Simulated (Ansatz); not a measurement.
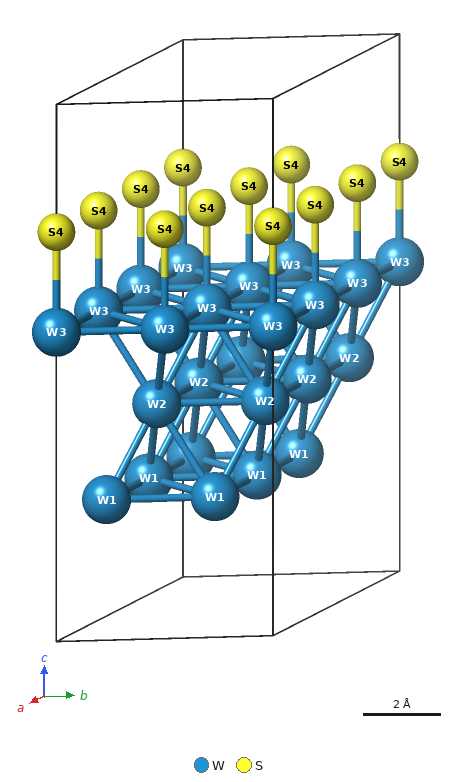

*The starting structure (ball-and-stick view of the 3 × 2 repeat of the cell, with the vacuum cut short, seen slightly off an axis; atoms are numbered from 1 in the order of the input).*

# W3S: geometry relaxation (part 1 of 2)

The run: geometry relaxation of W3S (slab, 4 atoms in the cell). Method and program: DFT PBE, scalar-relativistic, plane waves, PAW, PAW set soft_1, no spin polarisation (Ansatz 0.2.0).

The structure derives from an entry of the Crystallography Open Database. The input holds or restrains some coordinates. Figures and captions count atoms from 1; the log counts them from 0 in places.

## Output
```
Engine: ansatz 0.2.0, x86_64-unknown-linux-gnu
Pseudopotentials: kind: paw
Pseudopotential: W, paw, valence charge 14, recommended cutoff 420 eV (normal), [file]
Pseudopotential: S, paw, valence charge 6, recommended cutoff 420 eV (normal), [file]
Functional definition: PBE
  parameter kappa = 0.804
  parameter beta = 0.06672455060314922
  exchange = pbe_x(kappa = kappa, mu = beta*pi^2/3)
  correlation = pbe_c(beta = beta)
Crystal: 4 atoms, lattice volume = 142.545 Å³
Basis set: ecut = 420 eV, 2791 PW (Γ), exchange–correlation on 40×40×288 points (8 copies of the dense FFT grid, shifted against one another)
Bands: 29, of which v1, the nominal top of the filled ones, is band 24 counted from 1 (23 counted from 0)
Symmetry: 6 space group operations
Space group: P3m1 (ITA 156), of the structure as read, at distance tolerance 5.2e-5 Å
k-points: 12 of 81 (time reversal used)
Non-local potential: W, projectors of the file, l = 0: 3, l = 1: 2, l = 2: 2, l = 3: 1
Non-local potential: S, projectors of the file, l = 0: 2, l = 1: 2, l = 2: 1
PAW form: soft (Blöchl's): semilocal exchange-correlation on the pseudo side does not see the compensation charge
PAW one-centre angular grid: W, 590 points (default); XC on 64 Gauss nodes
PAW one-centre angular grid: S, 110 points (default); XC on 64 Gauss nodes
Initial density: superposition of atomic densities (neutral atoms: chi_scale 0, normalization atom)
Initial wavefunctions: pseudopotential atomic-orbital guess
Functional: x = pbe(κ = 0.804, μ = 0.2195149727645171), c = pbe(β = 0.06672455060314922)
SCF iter   1: F=—  HF=-32057.781692 eV  |F-HF|=—  |Δ(HF+E_count)|=         —  Δρ=4.39e-2  dr2=3.13e1  ethr=3.10e-3  p=-0.000 e·Å  D=-1.40e-8 V/Å  ΔV_dip=0.00 eV  dr2_dipole=5.67e0  V_vac-E_F(+/−)=7.08/7.08 eV  ⟨swp⟩=7.6  Hψ=1684  notcnv=0
efield: sawtooth ramp at fractional position 0.8607 (placed from the atoms, in the widest stretch of the axis that holds none; the zero of the levels goes with the place), width 0.0400; the density the first Hamiltonian is built on has a dipole p = -0.000 e·Å; the dipole correction subtracts the counter field D = -1.40e-8 V/Å, which shifts the + side's vacuum level by +0.00 eV against the − side's; the planar-averaged density in the ramp window peaks in size at 2.5e-6 e/Å³
preconditioner: auto → LDOS  [metal: Δε(μ)=0.095 eV  Ē_g=4.971 eV  σ=0.100 eV  W_gap=0.46  n_scr=14 (ndim 8)  ℏωp=15.2 eV  f_vac=0.446  D(μ)=5.15/eV (n_scr^D=22)  β→1.0]
SCF iter   2: F=—  HF=-32056.273905 eV  |F-HF|=—  |Δ(HF+E_count)|=    1.51e0  Δρ=2.75e-2  dr2=1.09e1  ethr=3.10e-3  p=-0.009 e·Å  D=-1.11e-2 V/Å  ΔV_dip=0.23 eV  dr2_dipole=3.59e0  V_vac-E_F(+/−)=5.27/5.05 eV  ⟨swp⟩=3.4  Hψ=872  notcnv=0  defer=3
SCF iter   3: F=—  HF=-32055.979718 eV  |F-HF|=—  |Δ(HF+E_count)|=   2.94e-1  Δρ=7.02e-3  dr2=4.26e-1  ethr=3.10e-3  p=-0.001 e·Å  D=-1.22e-3 V/Å  ΔV_dip=0.02 eV  dr2_dipole=4.02e-3  V_vac-E_F(+/−)=5.66/5.63 eV  ⟨swp⟩=3.0  Hψ=681  notcnv=0  defer=3
SCF iter   4: F=—  HF=-32055.964531 eV  |F-HF|=—  |Δ(HF+E_count)|=   1.52e-2  Δρ=2.66e-3  dr2=2.09e-2  ethr=8.87e-4  p=-0.016 e·Å  D=-1.98e-2 V/Å  ΔV_dip=0.40 eV  dr2_dipole=8.57e-4  V_vac-E_F(+/−)=5.70/5.30 eV  ⟨swp⟩=2.6  Hψ=559  notcnv=0  defer=4
SCF iter   5: F=—  HF=-32055.961899 eV  |F-HF|=—  |Δ(HF+E_count)|=   2.63e-3  Δρ=7.80e-4  dr2=3.37e-3  ethr=4.36e-5  p=-0.016 e·Å  D=-2.09e-2 V/Å  ΔV_dip=0.42 eV  dr2_dipole=1.54e-3  V_vac-E_F(+/−)=5.64/5.22 eV  ⟨swp⟩=3.0  Hψ=668  notcnv=0  defer=4
SCF iter   6: F=—  HF=-32055.962020 eV  |F-HF|=—  |Δ(HF+E_count)|=   1.21e-4  Δρ=2.73e-4  dr2=2.70e-4  ethr=7.01e-6  p=-0.019 e·Å  D=-2.44e-2 V/Å  ΔV_dip=0.49 eV  dr2_dipole=6.25e-6  V_vac-E_F(+/−)=5.65/5.16 eV  ⟨swp⟩=1.6  Hψ=405  notcnv=0  defer=4
SCF iter   7: F=—  HF=-32055.962015 eV  |F-HF|=—  |Δ(HF+E_count)|=   4.47e-6  Δρ=9.57e-5  dr2=9.33e-5  ethr=5.62e-7  p=-0.020 e·Å  D=-2.59e-2 V/Å  ΔV_dip=0.52 eV  dr2_dipole=3.34e-6  V_vac-E_F(+/−)=5.66/5.13 eV  ⟨swp⟩=2.0  Hψ=474  notcnv=0  defer=4
SCF iter   8: F=—  HF=-32055.962018 eV  |F-HF|=—  |Δ(HF+E_count)|=   2.60e-6  Δρ=4.41e-5  dr2=1.64e-5  ethr=1.94e-7  p=-0.021 e·Å  D=-2.68e-2 V/Å  ΔV_dip=0.54 eV  dr2_dipole=4.07e-6  V_vac-E_F(+/−)=5.65/5.11 eV  ⟨swp⟩=2.2  Hψ=417  notcnv=0  defer=4
SCF iter   9: F=-32055.962017 eV  HF=-32055.962018 eV  |F-HF|=9.53e-7  |Δ(HF+E_count)|=   3.30e-7  Δρ=1.39e-5  dr2=1.20e-6  ethr=3.26e-8  p=-0.021 e·Å  D=-2.72e-2 V/Å  ΔV_dip=0.55 eV  dr2_dipole=1.65e-7  V_vac-E_F(+/−)=5.65/5.10 eV  ⟨swp⟩=9.0  Hψ=1619  notcnv=0
SCF 1 converged in 9 iterations: F = -32055.962017 eV  dr2 = 1.20e-6
  greatest PAW one-centre occupation: 0.999 electrons in one spin orbital (limit 2), on the W atom at site 1 (counted from 0), in its partial waves of l = 0
relax step   1: F+E_penalty+E_count = -32055.96201726 eV  Δ(F+E_penalty+E_count) = +0.000e0 eV  max|allowed force component| = 1.360e0 eV/Å  Δτ_max = 0.0000 Å  (9 SCF iters, dr2 threshold 1.56e-5 eV, accepted)
Initial density: handed on by an earlier stage of this run
Initial wavefunctions: those handed on with the density
iter 1 solved again at ethr=3.72e-4 eV; its pass at ethr=3.10e-3 eV (dr2=1.78e-1 eV) is discarded
SCF iter   1: F=—  HF=-32056.215371 eV  |F-HF|=—  |Δ(HF+E_count)|=         —  Δρ=7.85e-3  dr2=2.59e-1  ethr=3.72e-4  p=-0.021 e·Å  D=-2.72e-2 V/Å  ΔV_dip=0.55 eV  dr2_dipole=9.56e-2  V_vac-E_F(+/−)=5.65/5.10 eV  ⟨swp⟩=1.9  Hψ=1455  notcnv=0  defer=2
efield: sawtooth ramp at fractional position 0.8607 (handed on by an earlier solve), width 0.0400; the density the first Hamiltonian is built on has a dipole p = -0.021 e·Å; the dipole correction subtracts the counter field D = -2.72e-2 V/Å, which shifts the + side's vacuum level by +0.55 eV against the − side's; the planar-averaged density in the ramp window peaks in size at 8.1e-6 e/Å³
eigensolver tolerance schedule calibrated: the retry pair's looser diagonalisation under-reported the residual by θ = 0.31 (0.34/decade); ethr = c·dr2/N_el runs at the constant in force after the calibration composes with the one it found (an armed cap, an earlier calibration), c = 8.8e-3
preconditioner: auto → LDOS  [metal: Δε(μ)=0.023 eV  Ē_g=4.870 eV  σ=0.100 eV  W_gap=0.13  n_scr=14 (ndim 8)  ℏωp=15.2 eV  f_vac=0.460  D(μ)=7.23/eV (n_scr^D=84)  β→1.0]
SCF iter   2: F=—  HF=-32056.200931 eV  |F-HF|=—  |Δ(HF+E_count)|=   1.44e-2  Δρ=2.26e-3  dr2=1.37e-2  ethr=4.74e-5  p=-0.016 e·Å  D=-1.99e-2 V/Å  ΔV_dip=0.40 eV  dr2_dipole=9.65e-4  V_vac-E_F(+/−)=5.48/5.08 eV  ⟨swp⟩=2.8  Hψ=740  notcnv=0  defer=2
SCF iter   3: F=—  HF=-32056.199109 eV  |F-HF|=—  |Δ(HF+E_count)|=   1.82e-3  Δρ=9.55e-4  dr2=5.83e-3  ethr=2.51e-6  p=-0.017 e·Å  D=-2.12e-2 V/Å  ΔV_dip=0.43 eV  dr2_dipole=1.34e-3  V_vac-E_F(+/−)=5.52/5.09 eV  ⟨swp⟩=3.0  Hψ=788  notcnv=0  defer=2
SCF iter   4: F=—  HF=-32056.198463 eV  |F-HF|=—  |Δ(HF+E_count)|=   6.46e-4  Δρ=3.30e-4  dr2=5.61e-4  ethr=1.07e-6  p=-0.016 e·Å  D=-2.04e-2 V/Å  ΔV_dip=0.41 eV  dr2_dipole=1.67e-4  V_vac-E_F(+/−)=5.50/5.09 eV  ⟨swp⟩=2.7  Hψ=630  notcnv=0  defer=2
SCF iter   5: F=-32056.198337 eV  HF=-32056.198419 eV  |F-HF|=8.16e-5  |Δ(HF+E_count)|=   4.44e-5  Δρ=8.88e-5  dr2=6.63e-5  ethr=1.83e-8  p=-0.016 e·Å  D=-2.02e-2 V/Å  ΔV_dip=0.41 eV  dr2_dipole=2.52e-5  V_vac-E_F(+/−)=5.50/5.09 eV  ⟨swp⟩=7.3  Hψ=1947  notcnv=0
SCF 2 converged in 5 iterations: F = -32056.198337 eV  dr2 = 6.63e-5
relax step   2: F+E_penalty+E_count = -32056.19833712 eV  Δ(F+E_penalty+E_count) = -2.363e-1 eV  max|allowed force component| = 1.051e0 eV/Å  Δτ_max = 0.1950 Å  (5 SCF iters, dr2 threshold 1.00e-4 eV, accepted)
iter 1 solved again at ethr=3.28e-4 eV; its pass at ethr=3.10e-3 eV (dr2=1.58e-1 eV) is discarded
SCF iter   1: F=—  HF=-32056.345624 eV  |F-HF|=—  |Δ(HF+E_count)|=         —  Δρ=8.27e-3  dr2=2.26e-1  ethr=3.28e-4  p=-0.016 e·Å  D=-2.02e-2 V/Å  ΔV_dip=0.41 eV  dr2_dipole=3.60e-2  V_vac-E_F(+/−)=5.49/5.08 eV  ⟨swp⟩=1.7  Hψ=1501  notcnv=0  defer=1
efield: sawtooth ramp at fractional position 0.8607 (handed on by an earlier solve), width 0.0400; the density the first Hamiltonian is built on has a dipole p = -0.016 e·Å; the dipole correction subtracts the counter field D = -2.02e-2 V/Å, which shifts the + side's vacuum level by +0.41 eV against the − side's; the planar-averaged density in the ramp window peaks in size at 8.1e-6 e/Å³
eigensolver tolerance schedule calibrated: the retry pair's looser diagonalisation under-reported the residual by θ = 0.30 (0.31/decade); ethr = c·dr2/N_el runs at the constant in force after the calibration composes with the one it found (an armed cap, an earlier calibration), c = 1.0e-2
preconditioner: auto → LDOS  [metal: Δε(μ)=0.056 eV  Ē_g=4.986 eV  σ=0.100 eV  W_gap=0.29  n_scr=14 (ndim 8)  ℏωp=15.2 eV  f_vac=0.470  D(μ)=5.19/eV (n_scr^D=34)  β→1.0]
SCF iter   2: F=—  HF=-32056.332140 eV  |F-HF|=—  |Δ(HF+E_count)|=   1.35e-2  Δρ=3.91e-3  dr2=9.88e-2  ethr=4.86e-5  p=-0.006 e·Å  D=-6.99e-3 V/Å  ΔV_dip=0.14 eV  dr2_dipole=1.71e-2  V_vac-E_F(+/−)=5.21/5.07 eV  ⟨swp⟩=3.0  Hψ=816  notcnv=0  defer=1
SCF iter   3: F=—  HF=-32056.321443 eV  |F-HF|=—  |Δ(HF+E_count)|=   1.07e-2  Δρ=1.13e-3  dr2=1.20e-2  ethr=2.12e-5  p=-0.011 e·Å  D=-1.36e-2 V/Å  ΔV_dip=0.28 eV  dr2_dipole=3.42e-3  V_vac-E_F(+/−)=5.35/5.07 eV  ⟨swp⟩=3.0  Hψ=758  notcnv=0  defer=1
SCF iter   4: F=—  HF=-32056.320594 eV  |F-HF|=—  |Δ(HF+E_count)|=   8.49e-4  Δρ=3.45e-4  dr2=5.92e-4  ethr=2.58e-6  p=-0.010 e·Å  D=-1.23e-2 V/Å  ΔV_dip=0.25 eV  dr2_dipole=1.02e-4  V_vac-E_F(+/−)=5.32/5.08 eV  ⟨swp⟩=3.1  Hψ=709  notcnv=0  defer=1
SCF iter   5: F=-32056.320550 eV  HF=-32056.320563 eV  |F-HF|=1.31e-5  |Δ(HF+E_count)|=   3.10e-5  Δρ=9.60e-5  dr2=2.14e-5  ethr=1.48e-8  p=-0.009 e·Å  D=-1.20e-2 V/Å  ΔV_dip=0.24 eV  dr2_dipole=6.75e-6  V_vac-E_F(+/−)=5.32/5.08 eV  ⟨swp⟩=8.2  Hψ=1988  notcnv=0
SCF 3 converged in 5 iterations: F = -32056.320550 eV  dr2 = 2.14e-5
relax step   3: F+E_penalty+E_count = -32056.32054995 eV  Δ(F+E_penalty+E_count) = -1.222e-1 eV  max|allowed force component| = 1.114e-1 eV/Å  Δτ_max = 0.1950 Å  (5 SCF iters, dr2 threshold 6.90e-5 eV, accepted)
SCF iter   1: F=—  HF=-32056.321270 eV  |F-HF|=—  |Δ(HF+E_count)|=         —  Δρ=6.36e-4  dr2=1.05e-3  ethr=2.43e-5  p=-0.009 e·Å  D=-1.20e-2 V/Å  ΔV_dip=0.24 eV  dr2_dipole=3.49e-5  V_vac-E_F(+/−)=5.32/5.08 eV  ⟨swp⟩=2.4  Hψ=721  notcnv=0
efield: sawtooth ramp at fractional position 0.8607 (handed on by an earlier solve), width 0.0400; the density the first Hamiltonian is built on has a dipole p = -0.009 e·Å; the dipole correction subtracts the counter field D = -1.20e-2 V/Å, which shifts the + side's vacuum level by +0.24 eV against the − side's; the planar-averaged density in the ramp window peaks in size at 8.1e-6 e/Å³
preconditioner: auto → LDOS  [metal: Δε(μ)=0.022 eV  Ē_g=4.971 eV  σ=0.100 eV  W_gap=0.12  n_scr=14 (ndim 8)  ℏωp=15.2 eV  f_vac=0.469  D(μ)=5.07/eV (n_scr^D=16)  β→1.0]
SCF iter   2: F=—  HF=-32056.321145 eV  |F-HF|=—  |Δ(HF+E_count)|=   1.25e-4  Δρ=3.01e-4  dr2=4.46e-4  ethr=2.19e-6  p=-0.010 e·Å  D=-1.30e-2 V/Å  ΔV_dip=0.26 eV  dr2_dipole=4.07e-5  V_vac-E_F(+/−)=5.34/5.08 eV  ⟨swp⟩=3.1  Hψ=737  notcnv=0
SCF iter   3: F=—  HF=-32056.321071 eV  |F-HF|=—  |Δ(HF+E_count)|=   7.43e-5  Δρ=7.85e-5  dr2=6.03e-5  ethr=9.30e-7  p=-0.010 e·Å  D=-1.26e-2 V/Å  ΔV_dip=0.25 eV  dr2_dipole=1.30e-5  V_vac-E_F(+/−)=5.33/5.08 eV  ⟨swp⟩=2.3  Hψ=561  notcnv=0
SCF iter   4: F=—  HF=-32056.321067 eV  |F-HF|=—  |Δ(HF+E_count)|=   4.11e-6  Δρ=2.03e-5  dr2=1.53e-6  ethr=1.26e-7  p=-0.010 e·Å  D=-1.27e-2 V/Å  ΔV_dip=0.26 eV  dr2_dipole=1.21e-9  V_vac-E_F(+/−)=5.33/5.08 eV  ⟨swp⟩=2.0  Hψ=451  notcnv=0
SCF iter   5: F=-32056.321067 eV  HF=-32056.321067 eV  |F-HF|=2.98e-8  |Δ(HF+E_count)|=   1.06e-7  Δρ=4.65e-6  dr2=5.27e-8  ethr=1.62e-9  p=-0.010 e·Å  D=-1.27e-2 V/Å  ΔV_dip=0.26 eV  dr2_dipole=7.19e-11  V_vac-E_F(+/−)=5.34/5.08 eV  ⟨swp⟩=9.0  Hψ=1706  notcnv=0
SCF 4 converged in 5 iterations: F = -32056.321067 eV  dr2 = 5.27e-8
relax step   4: F+E_penalty+E_count = -32056.32106661 eV  Δ(F+E_penalty+E_count) = -5.167e-4 eV  max|allowed force component| = 4.019e-2 eV/Å  Δτ_max = 0.0140 Å  (5 SCF iters, dr2 threshold 7.76e-7 eV, accepted)
```
